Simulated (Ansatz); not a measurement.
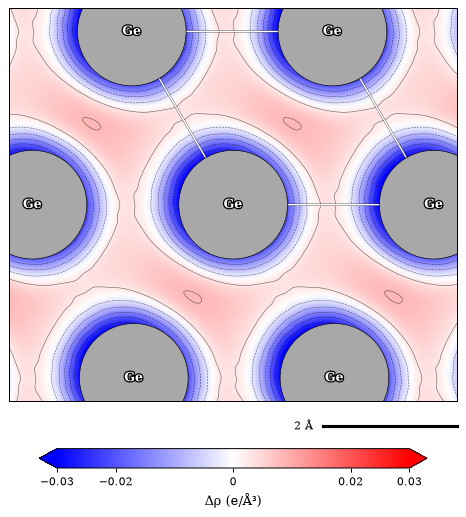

Ge. Difference of the valence pseudo-densities of two functionals at the same geometry, on the (001) plane of the calculation cell: one of HF and HSESOL less the other.

Space group Cmcm; a structure from a database of computed crystals, not necessarily the ambient phase.

Both computed with Ansatz (plane waves, PAW), on the same k-point mesh. Grey discs cover the atomic cores.

Question: Which was subtracted from which, and what does the map show?

Answer: It is HF less HSESOL. Against HSESOL, HF gives less density around Ge (−0.013 e/Å³ on average at 1.0 Å from the nucleus) and more density in the space between the atoms (+0.005 e/Å³ on average).
